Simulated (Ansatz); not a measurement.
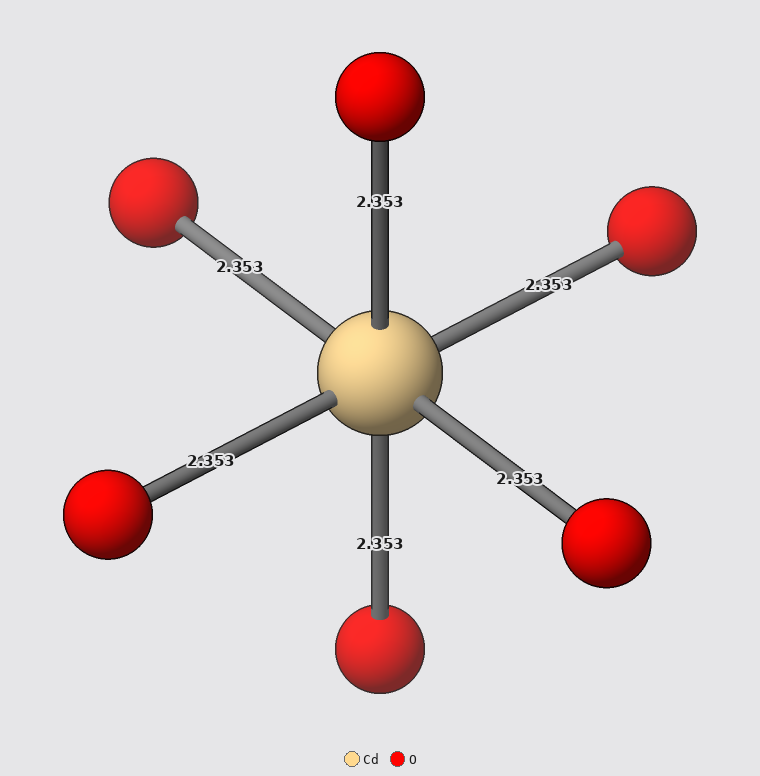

The surroundings of site Cd1 (at 0.000, 0.000, 0.000) in CdO in space group Fm-3m, with bond lengths in Å.

Source of the atomic positions: the end point of a relaxation with Ansatz, DFT, r2SCAN, plane waves, PAW.

```yaml
crystal:
  lattice:
    - [4.70601, 0.00000, 0.00000]
    - [0.00000, 4.70601, 0.00000]
    - [0.00000, 0.00000, 4.70601]
  atoms:
    - { symbol: Cd, position: [0.00000, 0.00000, 0.00000] }
    - { symbol: O, position: [0.50000, 0.00000, 0.00000] }
    - { symbol: Cd, position: [0.00000, 0.50000, 0.50000] }
    - { symbol: O, position: [0.50000, 0.50000, 0.50000] }
    - { symbol: Cd, position: [0.50000, 0.00000, 0.50000] }
    - { symbol: O, position: [0.00000, 0.00000, 0.50000] }
    - { symbol: Cd, position: [0.50000, 0.50000, 0.00000] }
    - { symbol: O, position: [0.00000, 0.50000, 0.00000] }
```

Bond valence s = exp((R0 − d)/b), R0 fitted to published crystal structures with b = 0.37 Å; R0 in Å: Cd2+–O 1.893.

Q: Calculate the bond-valence sum of Cd1 from the bonds drawn.

A: 6 × 0.288 = 1.73 v.u., against a formal valence of 2: underbonded (bonds long for this ion) by 0.27.

Q: And over the whole structure?

A:
```csv
site,"x, y, z",formal valence,bond-valence sum,difference
Cd1,"0.000, 0.000, 0.000",+2,1.75,-0.25
O1,"0.500, 0.000, 0.000",−2,1.75,-0.25
```

These sums include all anions within 5 Å. The global instability index (root mean square of the differences over all atoms) is 0.25 v.u.: above 0.2, which by the usual rule of thumb marks a strained structure.
